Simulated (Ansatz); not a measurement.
# MgO (Fm-3m): how G0W0 depends on its starting point

One-shot GW is not self-consistent; how far does the start matter for MgO (Fm-3m)?

Main program and level: Ansatz 0.2.0; G0W0 on several functionals, plane waves, PAW.

In doubt: masses and optical values from hybrid runs of this build are listed as unsure (steps 3, 4), which bears on the screening that GW takes from such a start.

### 1. The structure

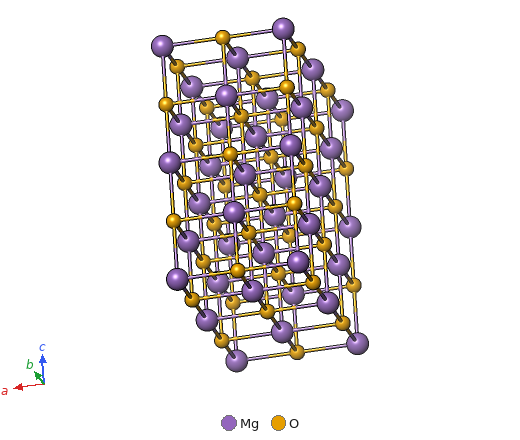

Start, viewed from a free direction; magnesium purple, oxygen orange. 1×2×2 cells are drawn. This picture shows the conventional cell, with its axes. Some periodic images of atoms are drawn too.

The cell and positions are those that the Materials Project relaxed with its own functionals (PBE, PBE+U or r2SCAN), kept fixed.

### 2. G0W0 on PBE

G0W0 replaces the xc potential by the self-energy, built once from these orbitals. Only a window of levels is corrected, while the sums run over the empty bands that the input names. This step takes PAW set soft_1 files.

This step: G0W0 on PBE, plane waves, PAW; PAW set soft_1.

Input file input.yaml:

```yaml
crystal:
  lattice:
    - [0.0, 2.0970013927, 2.0970013927]
    - [2.0970013927, 0.0, 2.0970013927]
    - [2.0970013927, 2.0970013927, 0.0]
  atoms:
    - { symbol: Mg, position: [0.0, 0.0, 0.0] }
    - { symbol: O, position: [0.5, 0.5, 0.5] }
kpoints:
  mp_grid: { grid: [8, 8, 8] }
hamiltonian:
  xc: pbe
  pseudopotentials: { kind: paw, azcp: { folder: soft_1 } }
scf:
  occupations: { method: fixed }
gw:
  n_empty_bands: 146
  ecut_chi: 230.0
  qp_bands: [v2, c2]
  qp_kpoints: band_edges
  screening: { model: contour_deformation }
```

The run is started by

```bash
> ansatz run input.yaml --threads 4 --pin off --max-ram 138240MiB --backend cuda --events-out ev --progress --plain --runs-dir out --devices 1 --max-vram 26GiB
```

Numbers of over 12 decimals in the logs are rounded to 6 here.

Output:

```text
GPUs: using 1 of 1 available (devices: 1).
Engine: ansatz 0.2.0, x86_64-unknown-linux-gnu
Pseudopotentials: kind: paw
Pseudopotential: Mg, paw, valence charge 10, recommended cutoff 420 eV (normal), soft_1/Mg.paw.azcp
Pseudopotential: O, paw, valence charge 6, recommended cutoff 420 eV (normal), soft_1/O.paw.azcp
Functional definition: PBE
  parameter kappa = 0.804
  parameter beta = 0.066725
  exchange = pbe_x(kappa = kappa, mu = beta*pi^2/3)
  correlation = pbe_c(beta = beta)
device memory: the entry about to start is reckoned to put 0.4 GiB on a device that reports 68.6 GiB free (of which the cap on the GPU budget leaves the run 26.0 GiB)
GPU FFT provider: cuFFT
GPU libraries: cuBLAS 13.8.2, cuFFT 12.4.0, cuSOLVER 12.3.4
Crystal: 2 atoms, lattice volume = 18.443 Å³
Basis set: ecut = 420 eV, 339 PW (Γ)
Bands: 12, of which v1, the nominal top of the filled ones, is band 8 counted from 1 (7 counted from 0)
Symmetry: 48 space group operations
Space group: Fm-3m (ITA 225), of the structure as read, at distance tolerance 2.6e-5 Å
k-points: 29 of 512
Non-local potential: Mg, projectors of the file, l = 0: 3, l = 1: 2, l = 2: 1
Non-local potential: O, projectors of the file, l = 0: 2, l = 1: 2, l = 2: 1
PAW form: soft (Blöchl's): semilocal exchange-correlation on the pseudo side does not see the compensation charge
PAW one-centre angular grid: Mg, 110 points (default); XC on 64 Gauss nodes
PAW one-centre angular grid: O, 110 points (default); XC on 64 Gauss nodes
Initial density: superposition of atomic densities (chi_scale 0.1, normalization cell, long waves kept (reshape's long-wave potential 0.00 eV rms))
Initial wavefunctions: pseudopotential atomic-orbital guess
GPU buffer pool allocated for 8000 grid points (all kernels)
GPU transforms: local potential and band sums: pruned to the plane-wave sphere, on 20×20×20
Functional: x = pbe(κ = 0.804, μ = 0.219515), c = pbe(β = 0.066725)
SCF iter   1: F=—  HF=-2494.086301 eV  |F-HF|=—  |Δ(HF+E_count)|=         —  Δρ=7.13e-2  dr2=5.03e-1  ethr=3.10e-3  ⟨swp⟩=4.1  Hψ=1965  notcnv=0  defer=20
preconditioner: auto → none  [insulator: Δε(μ)=4.534 eV  Ē_g=18.503 eV  n_scr=8 (ndim 8)  ℏωp=24.5 eV  f_vac=0.000  ε∞_Penn≈2.7]
SCF iter   2: F=—  HF=-2494.070458 eV  |F-HF|=—  |Δ(HF+E_count)|=   1.58e-2  Δρ=2.85e-2  dr2=8.04e-2  ethr=3.10e-3  ⟨swp⟩=2.9  Hψ=751  notcnv=0  defer=48
SCF iter   3: F=—  HF=-2494.119669 eV  |F-HF|=—  |Δ(HF+E_count)|=   4.92e-2  Δρ=4.63e-3  dr2=2.50e-3  ethr=5.03e-4  ⟨swp⟩=2.5  Hψ=592  notcnv=0  defer=55
SCF iter   4: F=—  HF=-2494.122899 eV  |F-HF|=—  |Δ(HF+E_count)|=   3.23e-3  Δρ=2.72e-3  dr2=9.18e-4  ethr=1.56e-5  ⟨swp⟩=2.2  Hψ=590  notcnv=0  defer=56
SCF iter   5: F=—  HF=-2494.122632 eV  |F-HF|=—  |Δ(HF+E_count)|=   2.67e-4  Δρ=3.05e-4  dr2=8.75e-6  ethr=5.74e-6  ⟨swp⟩=2.0  Hψ=489  notcnv=0  defer=56
SCF iter   6: F=-2494.122640 eV  HF=-2494.122640 eV  |F-HF|=2.13e-8  |Δ(HF+E_count)|=   8.24e-6  Δρ=1.79e-5  dr2=1.93e-8  ethr=6.25e-10  ⟨swp⟩=4.0  Hψ=1566  notcnv=0
SCF 1 converged in 6 iterations: F = -2494.122640 eV  dr2 = 1.93e-8
  greatest PAW one-centre occupation: 1.000 electrons in one spin orbital (limit 2), on the Mg atom at site 0 (counted from 0), in its partial waves of l = 0
device memory: the entry about to start is reckoned to put 0.5 GiB on a device that reports 68.9 GiB free (of which the cap on the GPU budget leaves the run 26.0 GiB)
NSCF: frozen V_eff on 29 k-points, pencils in batches of 32, up to order 48
the band table was solved once the SCF had ended and its energy, with any forces and stress, was formed, with the checks that follow a solve (2035 applications of the Hamiltonian). They found nothing against the state; the energy, forces and stress were not computed again (output.eigenvalues in the input reference)
device memory: the entry about to start is reckoned to put 1.4 GiB on a device that reports 72.3 GiB free (of which the cap on the GPU budget leaves the run 26.0 GiB)
NSCF: frozen V_eff on 29 k-points
G₀W₀ screening: q 1/29
[... further progress lines ...]
SCF converged after 6 iterations
Free energy (F): -2494.122640 eV
Harris-Foulkes:  -2494.122640 eV  (|F-HF|=2.13e-8)
Internal energy: -2494.122640 eV  (E = F + TS)
E sigma→0 (E₀):  -2494.122640 eV
Fermi energy:    8.216166 eV
--- Per-component energies (eV) ---
  E_band       = -291.005374
  E_kinetic    = 243.937607
  E_local      = -1684.897838  (includes V_loc(G=0)·N_el)
  E_nonlocal   = 246.935791
  E_hartree    = 558.947267
  E_xc         = -100.781610
  E_vxc        = -129.132451  (∫ρ·V_xc dr)
  E_paw        = -463.345969  (= ΣΔE_a)
  E_vpaw       = -85.744046  (= ΣTr[D̂ρ^β])
  E_aug_tail   = 0.000768  (compensation charges beyond the density's cutoff)
  E_ewald      = -1294.918655
  E_smearing   = -0.000000  (= −TS)
  E_closure    = -0.000000  (closes the sum)
  Σ components = -2494.122640   (vs F -2494.122640, Δ=0.00e0)
--- Band table (eV; the first three rows and the last of 29) ---
  k-point 0: bands = [... 4 lower, -9.0985, 8.2162, 8.2162, 8.2162, 13.0890, 24.1069, 24.1069, 24.1069]
  k-point 1: bands = [... 4 lower, -8.9257, 7.2614, 8.1119, 8.1119, 13.9993, 22.4176, 24.4708, 24.4708]
  k-point 2: bands = [... 4 lower, -8.4774, 5.5425, 7.8713, 7.8713, 15.4415, 20.8843, 24.9989, 24.9989]
  k-point 28: bands = [... 4 lower, -7.4559, 5.2471, 5.2471, 6.4310, 19.9654, 19.9654, 20.5526, 23.9397]
--- G₀W₀: contour deformation, 6 samples at zero and on the imaginary axis and 4 off it, 512 q-points, 146 empty bands' worth ---
  eigenvalues of the whole cell's RPA ε∞ on this k-mesh (on a slab, of 1 + 4πα/V) = 3.0171, 3.0171, 3.0171; static W/v taken at q = 0 is 0.331447
  bands read: the sum over 154 bands ends inside a degenerate multiplet in 5 slots, whose members it reads at an even weight; the widest, k=0: bands 154 to 156 (counted from 1) at 1/3 each
  gw.qp_kpoints: band_edges: 14 of 29 stored k-points solved, in 1 pass; an edge of the gap read off the rows below is read off those points alone
    valence top: of the k-points left out ik 12 came nearest to being solved in a further pass, in band 7 (counted from 1, as in the quasiparticle table): it holds the edge there only if its correction is more favourable than any solved in that band by at least 0.741 eV; those differ by 0.372 eV
    conduction bottom: of the k-points left out ik 12 came nearest to being solved in a further pass, in band 9 (counted from 1, as in the quasiparticle table): it holds the edge there only if its correction is more favourable than any solved in that band by at least 3.116 eV; those differ by 0.640 eV
    ik  band        ε_KS         Σx   Σc(E_QP)       V_xc       Z   E_QP_lin       E_QP  E_QP is
     0     7      8.2162   -26.4736     3.9820   -20.9599  0.7897     6.6633     6.6845  root
     0     8      8.2162   -26.4736     3.9820   -20.9599  0.7897     6.6633     6.6845  root
     0     9     13.0890   -10.1548    -3.7380   -14.9022  0.8465    14.1037    14.0985  root
     0    10     24.1069    -3.7290    -4.9146    -9.6552  0.8375    25.1296    25.1186  root
     1     7      8.1119   -26.3679     4.0075   -20.8094  0.7893     6.5388     6.5609  root
     1     8      8.1119   -26.3679     4.0075   -20.8094  0.7893     6.5388     6.5609  root
     1     9     13.9993   -10.9361    -3.7267   -15.7438  0.8396    15.0867    15.0803  root
     1    10     22.4176    -4.1056    -4.8861    -9.9607  0.8344    23.3967    23.3866  root
     2     7      7.8713   -26.1366     4.0641   -20.4800  0.7884     6.2547     6.2788  root
     2     8      7.8713   -26.1366     4.0641   -20.4800  0.7884     6.2547     6.2788  root
     2     9     15.4415   -10.2020    -4.0226   -15.3953  0.8365    16.6209    16.6122  root
     2    10     20.8843    -6.1378    -4.8635   -12.1561  0.8271    22.0513    22.0391  root
     3     7      7.6449   -25.9329     4.1152   -20.1891  0.7875     5.9904     6.0164  root
     3     8      7.6449   -25.9329     4.1152   -20.1891  0.7875     5.9904     6.0164  root
     3     9     16.1344    -7.9761    -4.1691   -13.2007  0.8453    17.1971    17.1898  root
     3    10     20.7249    -9.3145    -5.1497   -15.9753  0.8050    22.2609    22.2359  root
     4     7      7.5547   -25.8555     4.1352   -20.0782  0.7871     5.8859     5.9126  root
     4     8      7.5547   -25.8555     4.1352   -20.0782  0.7871     5.8859     5.9126  root
     4     9     16.2186    -7.0927    -4.1685   -12.2427  0.8500    17.2064    17.2002  root
     4    10     20.9723   -10.6292    -5.3757   -17.6802  0.7938    22.6822    22.6474  root
     5     7      7.9826   -26.2575     4.0276   -20.6571  0.7891     6.3867     6.4098  root
     5     8      7.9826   -26.2575     4.0276   -20.6571  0.7891     6.3867     6.4098  root
     5     9     14.2958   -11.1678    -3.7481   -16.0308  0.8372    15.4176    15.4107  root
     5    10     21.8989    -3.5023    -4.7760    -9.1659  0.8410    22.7937    22.7866  root
[...]
24     7      6.5134   -24.9213     4.2477   -18.8954  0.7851     4.7001     4.7351  root
    24     8      6.9633   -25.3966     4.2082   -19.4650  0.7859     5.2086     5.2399  root
    24     9     18.6484    -9.6652    -4.6619   -15.7481  0.8261    20.0868    20.0694  root
    24    10     18.6756    -5.3006    -4.4134   -10.6792  0.8455    19.6476    19.6408  root
    28     7      5.2471   -23.9138     4.4386   -17.5720  0.7793     3.2958     3.3438  root
    28     8      6.4310   -24.7719     4.2391   -18.7527  0.7842     4.6152     4.6510  root
    28     9     19.9654    -7.8928    -4.7955   -13.9897  0.8202    21.2829    21.2667  root
    28    10     19.9654    -7.8928    -4.7955   -13.9897  0.8202    21.2829    21.2667  root
```

Wall time 19 s (1 × NVIDIA H100 80GB HBM3 (shared by 3 runs) with 4 threads of AMD EPYC 7R13 (Zen 3), shared host); peak memory 1.1 GiB.

In the SCF lines HF is the Harris–Foulkes energy and dr2 the Hartree energy of the density residual, in eV; the loop may stop once dr2 is under the threshold and the program's other checks hold. Hψ counts applications of the Hamiltonian.

This step gave:

- bands summed: 154
- RPA ε∞ on this mesh (eigenvalues): 3.017, 3.017, 3.017
- plane waves in the screening matrix: 137
- q-points in the mesh: 512
- G0W0 gap on the mesh: 7.414 eV
- k of the valence top: 0, 0, 0
- k of the conduction bottom: 0, 0, 0
- starting gap on the mesh: 4.873 eV
- Z at the valence top: 0.7897
- Z at the conduction bottom: 0.8465
- least direct G0W0 gap on the computed points: 7.414 eV

The gap on the mesh goes from 4.87 eV to 7.41 eV, a correction of +2.54 eV. Between the two edge states, bare exchange in place of the xc potential would open the gap by 10.26 eV, and correlation takes back 7.72 eV.

### 3. G0W0 on HSE06

One-shot GW remembers its start. Another functional's orbitals and levels show by how much.

This step: G0W0 on HSE06, plane waves, PAW; PAW set soft_1.

input.yaml: that of step 2 with these lines changed.

```diff
@@ -11,3 +11,3 @@
 hamiltonian:
-  xc: pbe
+  xc: hse06
   pseudopotentials: { kind: paw, azcp: { folder: soft_1 } }
```

Output:

```text
GPUs: using 1 of 1 available (devices: 1).
[...]
davidson cushion auto → on  (no smearing: the cushion is to keep the highest requested band from converging to the state above it; pin scf.eigensolver.cushion to override)
[...]
GPU FFT provider: cuFFT
GPU libraries: cuBLAS 13.8.2, cuFFT 12.4.0, cuSOLVER 12.3.4
Crystal: 2 atoms, lattice volume = 18.443 Å³
Basis set: ecut = 420 eV, 339 PW (Γ)
Bands: 12, of which v1, the nominal top of the filled ones, is band 8 counted from 1 (7 counted from 0)
[... 1 set-up line as in the run before ...]
[...]
k-points: 29 of 512
[...]
GPU buffer pool allocated for 8000 grid points (all kernels)
[...]
SCF iter   1: F=—  HF=-2494.076401 eV  |F-HF|=—  |Δ(HF+E_count)|=         —  Δρ=7.14e-2  dr2=5.01e-1  ethr=1.00e-1  ⟨swp⟩=5.8  Hψ=1229  notcnv=0
[...]
SCF iter   4: F=-2494.126422 eV  HF=-2494.127805 eV  |F-HF|=1.38e-3  |Δ(HF+E_count)|=   3.61e-3  Δρ=3.66e-3  dr2=1.67e-3  ethr=1.84e-5  ⟨swp⟩=3.0  Hψ=1043  notcnv=0
SCF 1 stopped early in 4 iterations: F = -2494.126422 eV  dr2 = 1.67e-3
[...]
GPU FFT provider: cuFFT
GPU libraries: cuBLAS 13.8.2, cuFFT 12.4.0, cuSOLVER 12.3.4
[...]
GPU buffer pool allocated for 8000 grid points (all kernels)
[...]
G₀W₀ screening: q 1/29
[... further progress lines ...]
hybrid SCF converged: 2 outer / 7 inner (+4 warm-up), last move |dexx| = 1.47e-7 eV, tail = 4.91e-8 eV
Stability not checked: this state was not tested for a lower state beside it, because the functional holds exact exchange (a hybrid, or Hartree-Fock), whose exchange loop this test does not read (fock_operator; see scf.lower_state_search)
Free energy (F): -2494.347510 eV
Frozen-core exchange: fock
[...]
Internal energy: -2494.347510 eV  (E = F + TS)
E sigma→0 (E₀):  -2494.347510 eV
Fermi energy:    6.956878 eV
[...]
--- Band table (eV; the first three rows and the last of 29) ---
[...]
guard bands above this table: 2 of the run's 12 bands. The solve was not asked for them (output.publish_guard_bands: true or output.eigenvalues: true publishes all)
[...]
0     7      6.9569   -26.4674     3.5085   -22.1661  0.8188     6.1602     6.1640  root
     0     8      6.9569   -26.4674     3.5085   -22.1661  0.8188     6.1602     6.1640  root
     0     9     13.5813    -9.7089    -3.6015   -14.1652  0.8686    14.4389    14.4361  root
     0    10     24.8112    -3.6797    -4.5063    -8.9177  0.8643    25.5463    25.5428  root
     1     7      6.8431   -26.3614     3.5257   -22.0297  0.8186     6.0330     6.0371  root
     1     8      6.8431   -26.3614     3.5257   -22.0297  0.8186     6.0330     6.0371  root
     1     9     14.5074   -10.3196    -3.6086   -14.8371  0.8634    15.4197    15.4164  root
     1    10     23.0917    -3.9899    -4.4927    -9.1852  0.8611    23.7976    23.7942  root
[...]
28     7      3.7742   -24.0428     3.8276   -19.1745  0.8109     2.7245     2.7335  root
    28     8      5.0463   -24.8483     3.6848   -20.1987  0.8146     4.0747     4.0816  root
    28     9     20.7229    -7.4939    -4.4042   -12.8415  0.8480    21.6720    21.6664  root
    28    10     20.7229    -7.4939    -4.4042   -12.8415  0.8480    21.6720    21.6664  root
```

Wall time 27 s (1 × NVIDIA H100 80GB HBM3 (shared by 3 runs) with 4 threads); peak memory 1.3 GiB.

This step gave:

```
bands summed                                 : 154
RPA ε∞ on this mesh (eigenvalues)            : 2.622, 2.622, 2.622
plane waves in the screening matrix          : 137
q-points in the mesh                         : 512
G0W0 gap on the mesh                         : 8.272 eV
k of the valence top                         : 0, 0, 0
k of the conduction bottom                   : 0, 0, 0
starting gap on the mesh                     : 6.624 eV
Z at the valence top                         : 0.8188
Z at the conduction bottom                   : 0.8686
least direct G0W0 gap on the computed points : 8.272 eV
```

Against the run with 8×8×8 mesh, 146 empty bands, screening to 230 eV, PAW set soft_1 files on PBE, the gap moves by +0.86 eV, while the start moved by +1.75 eV.

### 4. G0W0 on PBE0

This step: G0W0 on PBE0, plane waves, PAW; PAW set soft_1.

input.yaml: that of step 3 with these lines changed.

```diff
@@ -11,3 +11,3 @@
 hamiltonian:
-  xc: hse06
+  xc: pbe0
   pseudopotentials: { kind: paw, azcp: { folder: soft_1 } }
```

Output:

```text
GPUs: using 1 of 1 available (devices: 1).
[...]
GPU FFT provider: cuFFT
GPU libraries: cuBLAS 13.8.2, cuFFT 12.4.0, cuSOLVER 12.3.4
Crystal: 2 atoms, lattice volume = 18.443 Å³
Basis set: ecut = 420 eV, 339 PW (Γ)
Bands: 12, of which v1, the nominal top of the filled ones, is band 8 counted from 1 (7 counted from 0)
[... 1 set-up line as in the run before ...]
[...]
k-points: 29 of 512
[...]
1     9     14.8675   -10.3082    -3.5261   -14.4736  0.8696    15.5082    15.5067  root
     1    10     23.4716    -3.9844    -4.3707    -8.7991  0.8686    23.9167    23.9156  root
[...]
28     7      3.3567   -24.0453     3.6756   -19.5988  0.8203     2.5816     2.5859  root
    28     8      4.6382   -24.8559     3.5450   -20.6194  0.8232     3.9436     3.9467  root
    28     9     21.1030    -7.4921    -4.2835   -12.4602  0.8556    21.7901    21.7876  root
    28    10     21.1030    -7.4921    -4.2835   -12.4602  0.8556    21.7901    21.7876  root
[key lines of the parts left out:]
Free energy (F): -2494.600439 eV
Fermi energy:    6.565341 eV
```

Wall time 29 s (1 × NVIDIA H100 80GB HBM3 (shared by 3 runs) with 4 threads); peak memory 1.3 GiB.

This step gave:

* bands summed: 154
* RPA ε∞ on this mesh (eigenvalues): 2.539, 2.539, 2.539
* plane waves in the screening matrix: 137
* G0W0 gap on the mesh: 8.478 eV
* k of the valence top: 0, 0, 0
* k of the conduction bottom: 0, 0, 0
* starting gap on the mesh: 7.365 eV
* least direct G0W0 gap on the computed points: 8.478 eV

Against the run with 8×8×8 mesh, 146 empty bands, screening to 230 eV, PAW set soft_1 files on HSE06, the gap moves by +0.21 eV, while the start moved by +0.74 eV.

### 5. Side by side

All on the 8×8×8 mesh with 146 empty bands and screening to 230 eV. Times are wall times on 1 × NVIDIA H100 80GB HBM3 (shared by 3 runs) with 4 threads of AMD EPYC 7R13 (Zen 3), shared host, good to a factor of about two.

| start | starting gap (eV) | shift (eV) | G0W0 gap (eV) | RPA ε∞ (harmonic mean) | Z (valence, conduction) | time |
| --- | --- | --- | --- | --- | --- | --- |
| PBE | 4.87 | +2.54 | 7.41 | 3.02 | 0.79, 0.85 | 19 s |
| HSE06 | 6.62 | +1.65 | 8.27 | 2.62 | 0.82, 0.87 | 27 s |
| PBE0 | 7.36 | +1.11 | 8.48 | 2.54 | 0.83, 0.87 | 29 s |

How the two edges are built up, in eV (the quasiparticle level is the starting level plus Σx plus Σc less Vxc):

| run | edge | start | Σx | Σc | Vxc | Z | QP |
| --- | --- | --- | --- | --- | --- | --- | --- |
| PBE | valence top | 8.22 | -26.47 | 3.98 | -20.96 | 0.79 | 6.68 |
| PBE | conduction bottom | 13.09 | -10.15 | -3.74 | -14.90 | 0.85 | 14.10 |
| HSE06 | valence top | 6.96 | -26.47 | 3.51 | -22.17 | 0.82 | 6.16 |
| HSE06 | conduction bottom | 13.58 | -9.71 | -3.60 | -14.17 | 0.87 | 14.44 |
| PBE0 | valence top | 6.57 | -26.47 | 3.39 | -22.57 | 0.83 | 6.05 |
| PBE0 | conduction bottom | 13.93 | -9.71 | -3.52 | -13.82 | 0.87 | 14.52 |

For a hybrid start, Vxc holds its share of exact exchange.

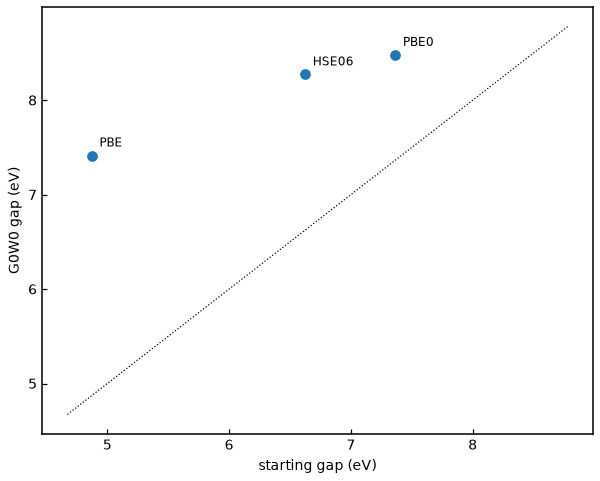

G0W0 gap against starting gap; on the dotted line the correction would vanish.

### 6. Outcome

| Item | Value |
| --- | --- |
| G0W0@PBE | 7.41 eV (start 4.87 eV) |
| G0W0@HSE06 | 8.27 eV (start 6.62 eV) |
| G0W0@PBE0 | 8.48 eV (start 7.36 eV) |
| known limits | not at the basis limit |

In words: The starting gaps span 2.49 eV and the G0W0 gaps 1.06 eV. Between PBE and PBE0, 1.06 eV of the 2.49 eV survives, 43 %. PBE0 screens less than PBE (ε∞ 2.54 against 3.02). Of the 1.06 eV by which its G0W0 gap is higher, the correlation part gives +0.82 eV, and exchange with the one-particle terms, which follow the orbitals, +0.25 eV. The smallest correction, +1.11 eV, is on PBE0, the start nearest to reproducing itself. Bands and cutoff are finite, so the gap is not at the basis limit. The miss can reach some tenths of an eV and take either sign; the mesh is an error of its own.

[Paths, hosts, dates, memory and timing lines, banners, echoed tables and standing remarks are left out of the program output.]

[Logs are printed without paths, hosts, clocks, repeated set-up lines and the standing remarks that a program may print on its own settings, such as how far it seeks lower states.]

[Runs of the session that timed out or met a known fault of the program may be left out.]

[Cells called generated may have been cut or substituted from an entry of the Crystallography Open Database or the Materials Project.]

[Hosts, paths, dates, database ids (printed as entryN), source tags and the programs' standing remarks are cut or masked in the printed files.]
